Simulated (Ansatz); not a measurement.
# Mending a geometry relaxation on SnO

System: SnO (P4/nmm, 4 atoms in the cell).
Method of run A: DFT, PBE, plane waves, PAW (Ansatz 0.2.0).

The structure derives from a Materials Project entry. Text and figures count atoms from 1; the logs count them from 0 in places.

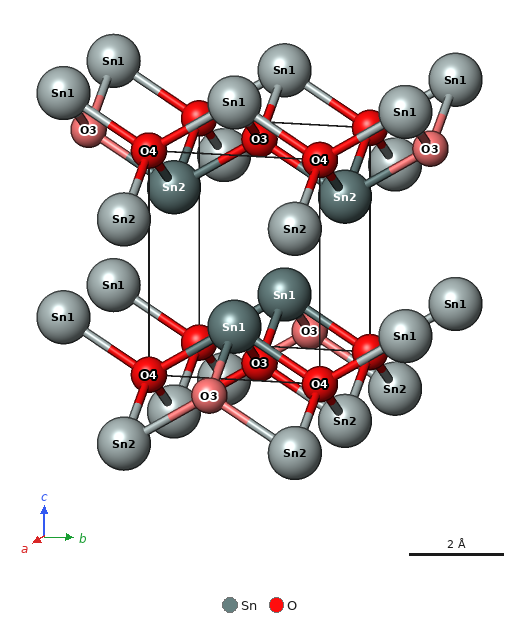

The starting structure (ball-and-stick view of the cell of the calculation, seen slightly off an axis; neighbours outside the cell are drawn fainter; atoms are numbered from 1 in the order of the input).

Input file, run A:
```yaml
crystal:
  lattice:
    - [3.81369522, 0.0, 0.0]
    - [0.0, 3.81369522, 0.0]
    - [0.0, 0.0, 4.8869133]
  atoms:
    - { symbol: Sn, position: [0.0, 0.5, 0.23537386] }
    - { symbol: Sn, position: [0.5, 0.0, 0.76462614] }
    - { symbol: O, position: [0.5, 0.5, 0.0] }
    - { symbol: O, position: [0.0, 0.0, 0.0] }
basis:
  ecutwfc: 420
kpoints:
  mp_grid: { grid: [10, 10, 8] }
hamiltonian:
  xc: pbe
scf:
  occupationss: { method: gaussian, width: 0.01 }
  max_iter: 80
output:
  forces: true
  eigenvalues: true
  stress: true
relax:
  adjacent_minimum: "off"
  f_tol: 0.005
  max_steps: 80
  cell: { stress_tol: 0.05 }
```

Launched with:
```bash
ansatz run input.yaml --threads 1 --pin off --max-ram 2560MiB --backend cpu --events-out ev --progress --plain --runs-dir out
```

Hardware: 1 thread of Intel Xeon (Sapphire Rapids), 64 GiB of memory available, shared host.

Output (run A):
```
Error: YAML parse error: error: line 18 column 3: unknown field `occupationss`, expected one of max_iter, algorithm, n_extra_bands, self_checks, convergence, lower_state_search, omitted_lower_state_checks, lower_solution_reach, mixing, occupations, eigensolver, initial_density, exx
  --> <input>:18:3
   |
16 |   xc: pbe
17 | scf:
18 |   occupationss: { method: gaussian, width: 0.01 }
   |   ^ unknown field `occupationss`, expected one of max_iter, algorithm, n_extra_bands, self_checks, convergence, lower_state_search, omitted_lower_state_checks, lower_solution_reach, mixing, occupations, eigensolver, initial_density, exx
19 |   max_iter: 80
20 | output:
   |
```

> Diagnose this run and give a change of the input that cures it.

The input was spoiled on purpose: a misspelt key (`scf.occupations`). The program refused the input: “YAML parse error: error: line 18 column 3: unknown field `occupationss`, expected one of max_iter, algorithm, n_extra_bands, self_checks, convergence, lower_state_search, omitted_lower_state_checks, lower_solution_reach, mixing, occupations, eigensolver, initial_density, exx --> <input>:18:3 | 16 | xc: pbe 17 | scf: …”

A run of the same system that converges differs from this input as follows (lines with − go, lines with + come):
```diff
-  occupationss: { method: gaussian, width: 0.01 }
-  max_iter: 80
+  occupations: { method: gaussian, width: 0.01 }
```

Output, shortened to warnings, some set-up lines, iterations and results (run B):
```
Basis set: ecut = 420 eV, 1409 PW (Γ), exchange–correlation on 54×54×72 points (8 copies of the dense FFT grid, shifted against one another)
Symmetry: 16 space group operations
k-points: 105 of 800
Initial density: superposition of atomic densities (neutral atoms: chi_scale 0, normalization atom), corrected by the library's trained network
[...]
SCF iter   1: F=—  HF=-13183.369658 eV  |F-HF|=—  |Δ(HF+E_count)|=         —  Δρ=1.44e-3  dr2=1.12e-3  ethr=1.77e-3  ⟨swp⟩=6.2  Hψ=11946  notcnv=0
SCF iter   2: F=—  HF=-13183.369337 eV  |F-HF|=—  |Δ(HF+E_count)|=   3.22e-4  Δρ=8.86e-4  dr2=3.50e-4  ethr=2.81e-6  ⟨swp⟩=2.3  Hψ=5902  notcnv=0
SCF iter   3: F=—  HF=-13183.369695 eV  |F-HF|=—  |Δ(HF+E_count)|=   3.59e-4  Δρ=2.81e-4  dr2=4.31e-5  ethr=8.75e-7  ⟨swp⟩=2.0  Hψ=5041  notcnv=0
SCF iter   4: F=—  HF=-13183.369706 eV  |F-HF|=—  |Δ(HF+E_count)|=   1.13e-5  Δρ=9.59e-5  dr2=6.03e-6  ethr=1.08e-7  ⟨swp⟩=3.0  Hψ=4771  notcnv=0
SCF iter   5: F=—  HF=-13183.369710 eV  |F-HF|=—  |Δ(HF+E_count)|=   4.02e-6  Δρ=1.15e-4  dr2=8.28e-6  ethr=1.51e-8  ⟨swp⟩=2.1  Hψ=4636  notcnv=0
[... 68 lines ...]
SCF iter   3: F=—  HF=-13183.405317 eV  |F-HF|=—  |Δ(HF+E_count)|=   3.00e-8  Δρ=2.64e-6  dr2=2.15e-9  ethr=2.47e-11  ⟨swp⟩=2.0  Hψ=3566  notcnv=0
SCF iter   4: F=—  HF=-13183.405317 eV  |F-HF|=—  |Δ(HF+E_count)|=   1.24e-9  Δρ=4.97e-7  dr2=1.14e-10  ethr=5.38e-12  ⟨swp⟩=2.0  Hψ=3570  notcnv=0
SCF iter   5: F=-13183.405317 eV  HF=-13183.405317 eV  |F-HF|=2.00e-11  |Δ(HF+E_count)|=  3.46e-11  Δρ=1.18e-7  dr2=1.38e-11  ethr=1.00e-12  ⟨swp⟩=5.1  Hψ=8803  notcnv=0
SCF 10 converged in 5 iterations: F = -13183.405317 eV  dr2 = 1.38e-11
relax step  10: F+E_penalty+E_count = -13183.40531749 eV  Δ(F+E_penalty+E_count) = -4.922e-4 eV  max|allowed force component| = 1.183e-4 eV/Å  Δτ_max = 0.0000 Å  P = +0.010 …
basis re-selected at this cell: Δ(F+E_penalty+E_count) = -4.922e-4 eV, ΔP = +0.002 GPa vs the last step (what re-selecting the basis moved, of the pressure what is left beyond the Pulay correction that the steps carried, after the strain that the cell walked since its last selection, with what the …
SCF converged after 5 iterations
Free energy (F): -13183.405317 eV
Harris-Foulkes:  -13183.405317 eV  (|F-HF|=2.00e-11)
Internal energy: -13183.405317 eV  (E = F + TS)
E sigma→0 (E₀):  -13183.405317 eV
Fermi energy:    8.989560 eV
--- Per-component energies (eV) ---
  E_band       = -222.927511
  E_kinetic    = 721.721569
  E_local      = -2895.725601  (includes V_loc(G=0)·N_el)
  E_nonlocal   = 31.773067
  E_hartree    = 1539.823293
  E_xc         = -912.426592
  E_vxc        = -379.787889  (∫ρ·V_xc dr)
  E_paw        = -8588.039172  (= ΣΔE_a)
  E_vpaw       = -780.559843  (= ΣTr[D̂ρ^β])
  E_aug_tail   = 0.004756  (compensation charges beyond the density's cutoff)
  E_ewald      = -3080.536638
  E_smearing   = -0.000000  (= −TS)
  E_closure    = 0.000000  (closes the sum)
  Σ components = -13183.405317   (vs F -13183.405317, Δ=0.00e0)
--- Forces (eV/Å), atoms counted from 1 ---
  atom   1  Sn     0.00000000     0.00000000    -0.00011834
  atom   2  Sn     0.00000000     0.00000000     0.00011834
  atom   3  O      0.00000000     0.00000000     0.00000000
  atom   4  O      0.00000000     0.00000000    -0.00000000
  max |Σ_I F_I| component: 0.00e0 eV/Å
--- Stress (GPa, compression-positive) ---
        0.000916       0.000000       0.000000
        0.000000       0.000916       0.000000
        0.000000       0.000000       0.027662
  P = ⅓ Tr σ = 0.0098 GPa (0.098 kbar)
--- Relaxed structure (7 steps of the walk, 7 accepted, 3 SCFs on fresh bases) ---
  F+E_penalty+E_count = -13183.40531749 eV   max|allowed force component| = 1.183e-4 eV/Å   (the final SCF, on the basis selected at the relaxed cell)
  cell:  # Å, volume = 75.8085 Å³
    - [3.8682628244408956, 2.7705391687799468e-36, 0.0]
    - [2.7705391687799468e-36, 3.8682628244408956, 0.0]
    - [0.0, 0.0, 5.0662401931326615]
  atoms:
    - { symbol: Sn, position: [3.649440322537333e-36, 0.5, 0.22877568203851248] }
    - { symbol: Sn, position: [0.5, -1.4795028334610807e-37, 0.7712243179614874] }
    - { symbol: O, position: [0.5, 0.5, -2.463121691236107e-36] }
[...]
```

The two runs side by side:

| quantity | run A | run B |
| --- | --- | --- |
| outcome | refused | converged |
| free energy per atom (eV) | – | −3295.8513 |
| gap on the mesh (eV) | – | 0.50 |
| pressure (GPa) | – | 0.01 |
| volume per atom (Å³) | – | 18.95 |
| largest force (eV/Å) | – | 0.000 |
| SCF iterations | – | 58 |
| irreducible k-points | – | 105 |
